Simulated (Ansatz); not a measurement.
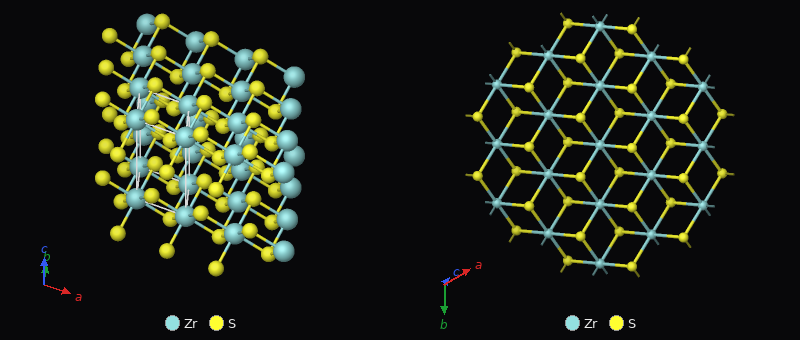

Left: the structure. Right: its underlying net. Nodes are coloured by element. One layer is drawn. Edges to nodes outside the piece are drawn as stubs.

ZrS2 (space group P-3m1, No. 164): the end point of a relaxation with Ansatz, DFT, r2SCAN+rVV10, plane waves, PAW; the starting structure was generated, so it need not be a known form of this composition.

Bonds are taken as S–Zr below 2.9 Å; no other contact counts. Atoms with one bond or none are removed and atoms with two bonds are replaced by edges, until no such atom is left.

The result is a binodal (3,6)-connected, two-periodic (layers) net: S is a 3-connected node; Zr is a 6-connected node, in the ratio 2:1. It is the kgd net, known from the layers of CdI2 (1T type). The layers lie parallel to (001).

```json
{"node": "S", "links": "3", "point symbol": "4³", "coordination sequence": "3 12 9 24 15"}
{"node": "Zr", "links": "6", "point symbol": "4⁶·6⁶·8³", "coordination sequence": "6 6 18 12 30"}
```
